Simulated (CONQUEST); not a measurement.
**A series of single points on Rh**

System: Rh (Fm-3m, 2 atoms in the cell).
Method: Kohn-Sham DFT of a periodic cell, PBE, PseudoDojo NC PBE, no spin polarisation (CONQUEST 1.3).

The 7 runs differ only in the geometry, by an even scaling of the cell at fixed fractional positions. The structure derives from an entry of the Crystallography Open Database.

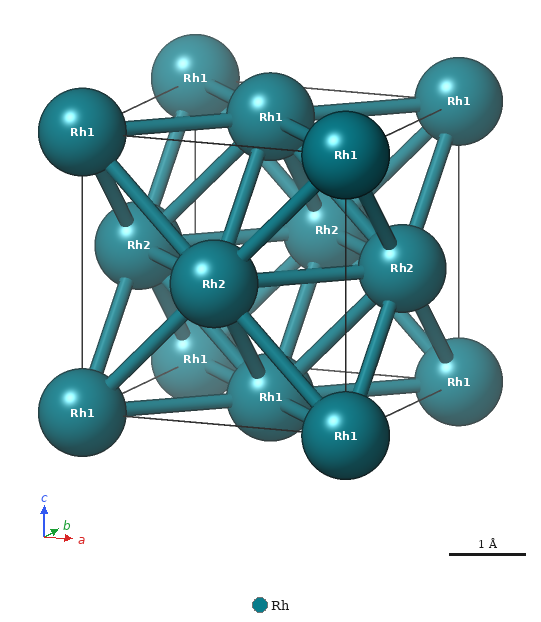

Figure 1. The structure of run 4 (ball-and-stick view of the cell 2 times as large as that of the calculation, set on its symmetry axes, seen slightly off an axis; atoms are numbered from 1 in the order of the input).

### Input of run 4
```
IO.Title Rh
IO.Coordinates coords.dat
IO.FractionalAtomicCoords T
IO.Iprint 2
IO.Iprint_init 1
General.NumberOfSpecies 1
General.PseudopotentialType hamann
AtomMove.TypeOfRun static
AtomMove.FullStress T
Grid.PointsAlongX 32
Grid.PointsAlongY 32
Grid.PointsAlongZ 36
DM.SolutionMethod diagon
Diag.MPMesh T
Diag.GammaCentred T
Diag.MPMeshX 8
Diag.MPMeshY 8
Diag.MPMeshZ 6
Diag.kT 0.00183747
minE.SCTolerance 1e-6
SC.MaxIters 100
IO.AtomChargeOutput T
%block ChemicalSpeciesLabel
1 102.910 Rh
%endblock
```

Command:
```bash
Conquest
```

Lattice vectors (Å) and fractional positions of run 4:
```
   2.683965    0.000000    0.000000
   0.000000    2.683965    0.000000
   0.000000    0.000000    3.795700
Rh  0.000000  0.000000  0.000000
Rh  0.500000  0.500000  0.500000
```

Run 2 has the same physical settings and fractional positions; its lattice vectors (Å) are:
```
   2.647691    0.000000    0.000000
   0.000000    2.647691    0.000000
   0.000000    0.000000    3.744400
```

### Results, with one run withheld

| run | volume per atom (Å³) | free energy per atom, from the lowest run given (meV) | pressure (GPa) |
| --- | --- | --- | --- |
| 1 | 12.851 | 138.44 | 34.98 |
| 2 | 13.125 | ? | ? |
| 3 | 13.398 | 47.89 | 18.85 |
| 4 | 13.671 | 21.48 | 12.50 |
| 5 | 13.945 | 5.70 | 6.13 |
| 6 | 14.218 | 0.00 | 0.74 |
| 7 | 14.492 | 2.34 | −3.43 |

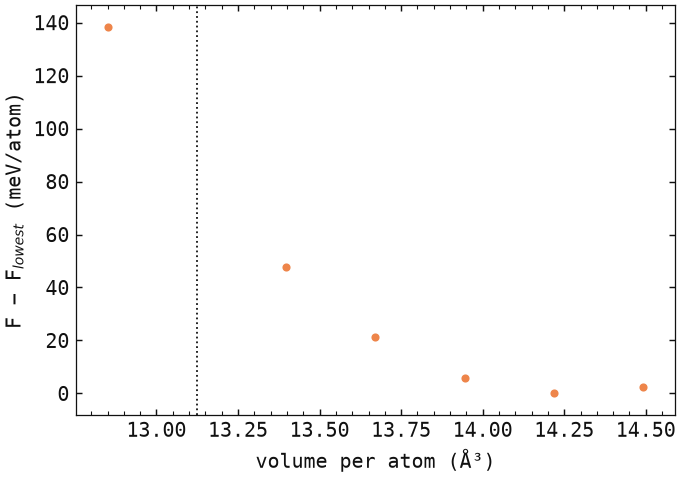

Figure 2. Free energy per atom of the runs given; the dotted line marks run 2.

What should run 2 give?

A cubic polynomial in V^(−2/3) (the Birch–Murnaghan form), fitted to the 6 runs given, misses them by at most 0.16 meV per atom. With x = V^(−2/3) − 0.17428 Å⁻², it reads F = 16.28 + 7769.6 x + 9.2116e+05 x² + 2.6372e+06 x³ (meV per atom). At run 2 it gives 86.26 meV per atom, and the run itself gives 86.53. The slope of the fit gives a pressure −dF/dV of 26.37 GPa there, and the run prints 26.36 GPa. The fit has its minimum at 14.269 Å³ per atom, where V d²F/dV² gives 256 GPa: the bulk modulus at this level, since symmetry fixes the shape and the positions.

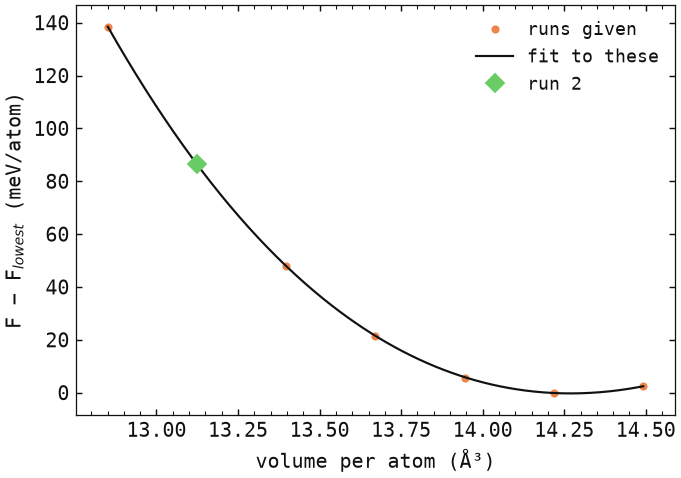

Figure 3. The fit and the withheld run.

### Some lines of the output (run 2)
```
[...]
          DFT Total Energy                 :      -234.513214969882029 Ha
          Free Energy (E-TS)               :      -234.551528879828766 Ha
          DFT Total Energy                 :      -234.550280865015480 Ha
          Free Energy (E-TS)               :      -234.551291438651134 Ha
          DFT Total Energy                 :      -234.550390341510990 Ha
          Free Energy (E-TS)               :      -234.551251885431810 Ha
          DFT Total Energy                 :      -234.550388488260069 Ha
          Free Energy (E-TS)               :      -234.551252095591707 Ha
          DFT Total Energy                 :      -234.550388749487979 Ha
          Free Energy (E-TS)               :      -234.551252174726528 Ha
          DFT Total Energy                 :      -234.550388911772018 Ha
      | Free Energy as E-TS      =      -234.551252174726528 Ha
      |* DFT total energy        =      -234.550388911772018 Ha
    force: Average pressure:     26.36475475 GPa
```

Notes: With a small basis of atomic orbitals these values can differ much from converged plane-wave results.
